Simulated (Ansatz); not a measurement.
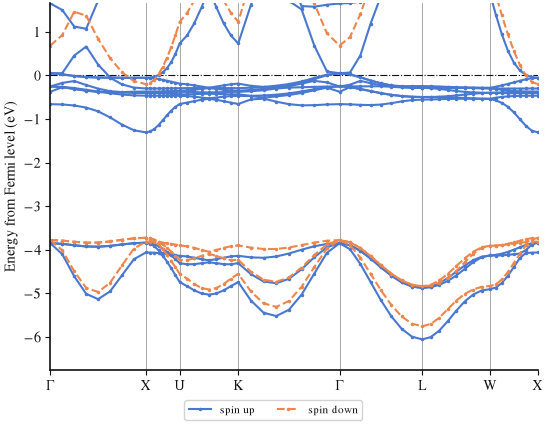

Band structure. Energies are counted from the Fermi level. The path runs straight from each named point to the next.

System: EuO, space group Fm-3m (No. 225), 2 atoms in the cell.

```xyz
2
Lattice="0.0000 2.5720 2.5720 2.5720 0.0000 2.5720 2.5720 2.5720 0.0000" Properties=species:S:1:pos:R:3 pbc="T T T"
Eu    0.0000    0.0000    0.0000
O     2.5720    2.5720    2.5720
```

Computed with Ansatz 0.2.0: DFT, PBE, PAW with Ansatz's default frozen-core files, scalar-relativistic, spin-polarised, 14×14×14 k mesh, 420 eV cutoff, Fermi-Dirac smearing of 0.03 eV.

### Metal, semiconductor or insulator?

A metal: bands cross the Fermi level along this path.

### Which levels at K lie nearest to the Fermi level?

At K the nearest levels lie 0.19 eV below and 0.73 eV above the Fermi level.

The open f shell can settle in other states than this one. Spin-orbit coupling is left out, which matters for Eu.
